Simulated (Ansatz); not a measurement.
System: Ta, space group Fm-3m (No. 225).

Starting cell:
```xyz
1
Lattice="0.0000 2.1100 2.1100 2.1100 0.0000 2.1100 2.1100 2.1100 0.0000" Properties=species:S:1:pos:R:3 pbc="T T T"
Ta    0.0000    0.0000    0.0000
```

Calculation (Ansatz 0.2.0): homogeneous strain of a crystal along one Voigt pattern with engineering shear, fractional coordinates fixed, by plane-wave density functional theory with PAW datasets, free energies less that of the undisturbed cell; scalar-relativistic. Level: PBEsol, no spin polarisation.

```
       setting                                                          value
   wave cutoff                                                         420 eV
        k mesh                                                       20×20×20
   occupations                                                       Gaussian
smearing width                                                        0.15 eV
       k shift                                         (0, 0, 0) (mesh steps)
         start                                                       as given
strain pattern  (0, 1, 0, 0, 0, 0) (xx yy zz yz xz xy with engineering shear)
```

Describe the result: the energy change against strain. The strain takes the values −0.1500, −0.1125, −0.0750, −0.0375, 0.0000, 0.0375, 0.0750, 0.1125, 0.1312, 0.1500.

The energy falls towards negative values, so the start isn't a stationary minimum along this path. The energy change is 9 meV/atom at strain −0.1500 and 253 meV/atom at 0.1500; the lowest computed point is at strain −0.0750 (−31 meV/atom), and no other minimum shows. The slope of stress against strain at the start, which at zero pressure is the clamped-ion constant C22, is 77.4 GPa. The second derivative of tensile stress is −110 GPa. The tensile stress at start is 5.92 GPa.

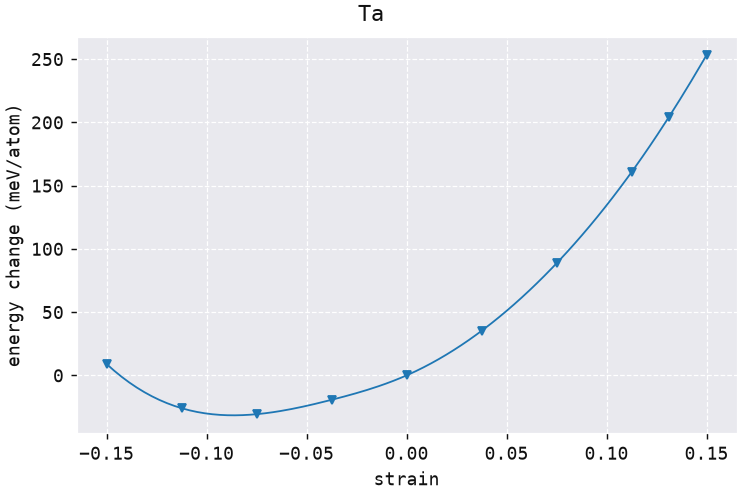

Caveats: reference crystal is not relaxed.
